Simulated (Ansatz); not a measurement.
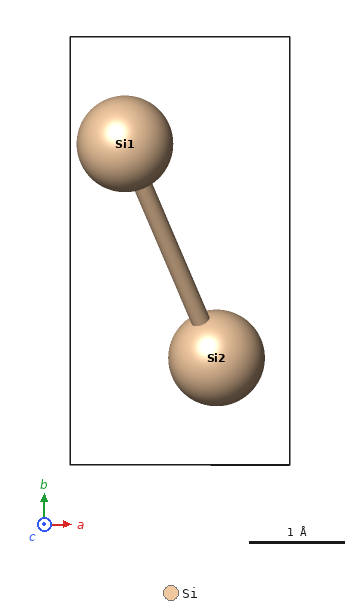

*The input geometry (ball-and-stick view of the cell of the calculation, set on other vectors, along the c axis; atoms are numbered from 1 in the order of the input). An atom can appear more than once, as a periodic image.*

Near neighbours in the periodic cell (some may lie outside the picture): Si has 12 Si at 2.63 to 2.85 Å.

## Si: single-point calculation

System: Si (P2₁/m, 2 atoms in the cell).
Method: DFT r2SCAN, scalar-relativistic, plane waves, PAW, no spin polarisation (Ansatz 0.2.0).

The structure derives from a Materials Project entry. It belongs to a series of runs on one base structure; here: atom 1 (Si) moved by (-0.225, +0.000) A along x and y. Figures and captions count atoms from 1; the log counts them from 0 in places.

### What the program printed
```
Engine: ansatz 0.2.0, x86_64-unknown-linux-gnu
Pseudopotentials: kind: paw
Pseudopotential: Si, paw, valence charge 4, recommended cutoff 500 eV (meta_gga), Si.paw.azcp
Functional definition: r2SCAN
  parameter k0 = 0.174
  parameter k1 = 0.065
  parameter a1 = 4.9479
  exchange = r2scan_x(k0 = k0, k1 = k1, a1 = a1)
  correlation = r2scan_c
Crystal: 2 atoms, lattice volume = 27.729 Å³
Basis set: ecut = 500 eV, 701 PW (Γ), exchange–correlation on 80×80×144 points (64 copies of the dense FFT grid, shifted against one another)
Bands: 8, of which v1, the nominal top of the filled ones, is band 4 counted from 1 (3 counted from 0)
Symmetry: 4 space group operations
Space group: P21/m (ITA 11), of the structure as read, at distance tolerance 3.0e-5 Å
k-points: 1740 of 5760
Non-local potential: Si, projectors of the file, l = 0: 2, l = 1: 2, l = 2: 2
PAW form: soft (Blöchl's): semilocal exchange-correlation on the pseudo side does not see the compensation charge
PAW frozen core: Si, regenerated for the run's functional (the file was generated under x = pbe(κ = 0.804, μ = 0.2195149727645171), c = pbe(β = 0.06672455060314922))
PAW one-centre angular grid: Si, 302 points (default); XC on 160 Gauss nodes
Initial density: superposition of atomic densities (neutral atoms: chi_scale 0, normalization atom), corrected by the library's trained network
Initial wavefunctions: pseudopotential atomic-orbital guess
Functional: x = r2scan, c = r2scan; τ floored in thin density (d = 2e-4 eV/Å³)
SCF iter   1: F=—  HF=-1276.742498 eV  |F-HF|=—  |Δ(HF+E_count)|=         —  Δρ=6.92e-3  dr2=1.17e-2  dr2_τ=9.51e-3  ethr=1.77e-3  ⟨swp⟩=5.0  Hψ=111509  notcnv=0
preconditioner: auto → none  [metal: Δε(μ)=0.002 eV  Ē_g=11.035 eV  σ=0.150 eV  W_gap=0.01  n_scr=2 (ndim 8)  ℏωp=19.9 eV  f_vac=0.000  D(μ)=0.70/eV (n_scr^D=2)  sad-step TF]
SCF iter   2: F=—  HF=-1276.765604 eV  |F-HF|=—  |Δ(HF+E_count)|=   2.31e-2  Δρ=5.13e-3  dr2=6.37e-3  dr2_τ=9.11e-6  ethr=1.46e-4  ⟨swp⟩=2.1  Hψ=35460  notcnv=0  defer=117
SCF iter   3: F=—  HF=-1276.764850 eV  |F-HF|=—  |Δ(HF+E_count)|=   7.54e-4  Δρ=4.34e-4  dr2=3.95e-5  dr2_τ=4.78e-6  ethr=7.96e-5  ⟨swp⟩=2.4  Hψ=20150  notcnv=0  defer=117
SCF iter   4: F=—  HF=-1276.764979 eV  |F-HF|=—  |Δ(HF+E_count)|=   1.29e-4  Δρ=2.51e-4  dr2=1.20e-5  dr2_τ=1.97e-7  ethr=4.94e-7  ⟨swp⟩=2.0  Hψ=20435  notcnv=0  defer=117
SCF iter   5: F=—  HF=-1276.765022 eV  |F-HF|=—  |Δ(HF+E_count)|=   4.34e-5  Δρ=2.82e-5  dr2=1.21e-7  dr2_τ=1.36e-9  ethr=1.50e-7  ⟨swp⟩=2.0  Hψ=20473  notcnv=0  defer=117
SCF iter   6: F=-1276.765023 eV  HF=-1276.765023 eV  |F-HF|=2.54e-8  |Δ(HF+E_count)|=   5.31e-7  Δρ=6.19e-6  dr2=8.36e-9  dr2_τ=4.73e-11  ethr=1.25e-9  ⟨swp⟩=10.5  Hψ=103862  notcnv=0
SCF 1 converged in 6 iterations: F = -1276.765023 eV  dr2 = 8.36e-9
  greatest PAW one-centre occupation: 0.672 electrons in one spin orbital (limit 2), on the Si atom at site 1 (counted from 0), in its partial waves of l = 0
```

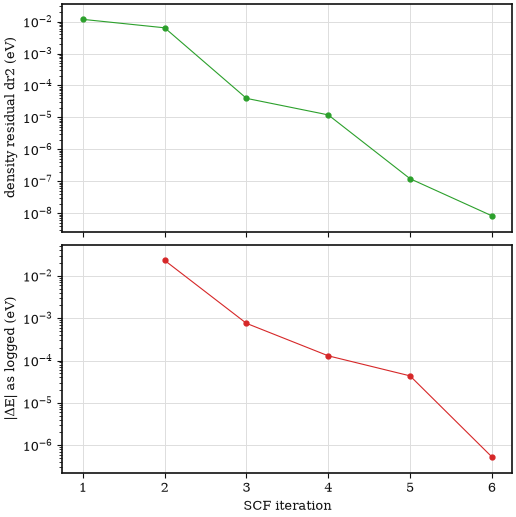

*Convergence of the self-consistent field: density residual dr2 and size of the energy change against the SCF iteration.*

The residual falls at every step.

```
SCF converged after 6 iterations
Free energy (F): -1276.765023 eV
Harris-Foulkes:  -1276.765023 eV  (|F-HF|=2.54e-8)
Internal energy: -1276.757163 eV  (E = F + TS)
E sigma→0 (E₀):  -1276.761093 eV
Entropy (-TS):   -0.007860 eV (-3.930 meV/atom)
Fermi energy:    11.365690 eV
--- Per-component energies (eV) ---
  E_band       = 41.064743
  E_kinetic    = 83.824994
  E_local      = 10.257325  (includes V_loc(G=0)·N_el)
  E_nonlocal   = 48.184354
  E_hartree    = 0.724925
  E_xc         = -104.861183
  E_vxc        = -103.272686  (∫ρ·V_xc dr)
  E_paw        = -1037.890766  (= ΣΔE_a)
  E_vpaw       = -3.943454  (= ΣTr[D̂ρ^β])
  E_aug_tail   = 0.000009  (compensation charges beyond the density's cutoff)
  E_vtau       = 4.564205  (kinetic-family band-sum trace: ∫τ·v_τ [+ j·A + Jᵃ·Aᵃ] dr)
  E_ewald      = -276.843955
  E_core_change = -0.152866  (= ΣΔE_core)
  E_smearing   = -0.007860  (= −TS)
  E_closure    = -0.000000  (closes the sum)
  Σ components = -1276.765023   (vs F -1276.765023, Δ=0.00e0)
--- Forces (eV/Å), atoms counted from 1 ---
  atom   1  Si    -0.11219929    -0.04797585     0.00000000
  atom   2  Si     0.11219929     0.04797585     0.00000000
  max |Σ_I F_I| component: 0.00e0 eV/Å
--- Stress (GPa, compression-positive) ---
       -1.333208      -0.379119       0.000000
       -0.379119      -1.454827       0.000000
        0.000000       0.000000       1.186870
  P = ⅓ Tr σ = -0.5337 GPa (-5.337 kbar)
--- Band table (eV; the first three rows and the last of 1740) ---
  k-point 0: bands = ["-4.4157", "2.6984", "3.4411", "20.8131", "21.4128", "22.0057", "22.7152", "23.1029"]
  k-point 1: bands = ["-4.3397", "1.6225", "4.6535", "20.5795", "21.1387", "21.6852", "22.0673", "22.7771"]
  k-point 2: bands = ["-4.1119", "0.3838", "6.3011", "18.6132", "21.1572", "21.7681", "22.2494", "22.9562"]
  k-point 1739: bands = ["4.1377", "4.1377", "4.9683", "4.9683", "16.9646", "16.9646", "18.0376", "18.0376"]
```

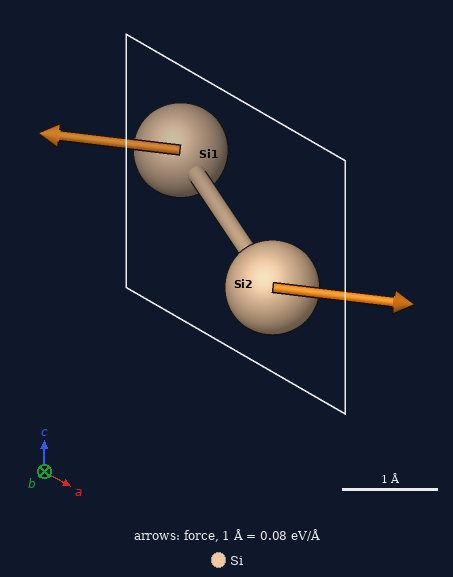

*Forces on the atoms as orange arrows (ball-and-stick view of the cell of the calculation, set on other vectors, along the b axis; atoms are numbered from 1 in the order of the input).*

The largest act on Si1, Si2 (0.12 eV/Å). The geometry is not a stationary point of this energy.

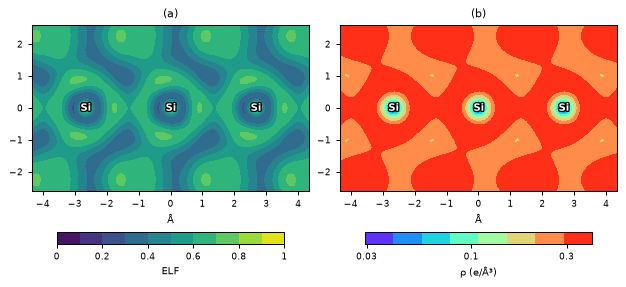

*(a) ELF; (b) valence charge density (pseudo) on the (001) plane of the conventional cell.*

The section cuts through Si sites. Away from the nuclei the density in this plane falls to 0.21 e/Å³ at its lowest. In a PAW calculation such maps are meaningful between the atoms, not at the nuclei.

This output came from the following input.

### Input file
```yaml
crystal:
  lattice:
    - [2.6655775094, 0.0, 0.0]
    - [-1.3327887547, 2.3084578389, 0.0]
    - [0.0, 0.0, 4.50626927]
  atoms:
    - { symbol: Si, position: [0.2489238576, 0.6666666667, 0.25] }
    - { symbol: Si, position: [0.6666666667, 0.3333333333, 0.75] }
basis:
  ecutwfc: 500
kpoints:
  mp_grid: { grid: [24, 24, 10] }
hamiltonian:
  xc: r2scan
scf:
  occupations: { method: gaussian, width: 0.15 }
output:
  forces: true
  stress: true
  eigenvalues: true
  write_density: true
  write_potential: true
  elf: true
  volumetric_format: npy
```

Command:
```bash
ansatz run input.yaml --threads 1 --pin off --max-ram 2560MiB --backend cpu --events-out ev --progress --plain --runs-dir out
```

### Results in brief

| quantity | value |
| --- | --- |
| outcome | converged |
| space group (tolerance 0.01 Å) | P2₁/m (11) |
| electrons treated | 8 |
| free energy | −1276.7650 eV |
| Fermi energy | 11.366 eV |
| gap on the k-point mesh | none (metallic) |
| pressure | −0.53 GPa |
| largest force (length of the vector) | 0.122 eV/Å |
| hardware | 1 thread of Intel Xeon @ 2.70GHz, 189 GiB of memory available, shared host |
| wall time | 74 s |
| peak memory | 0.84 GiB |
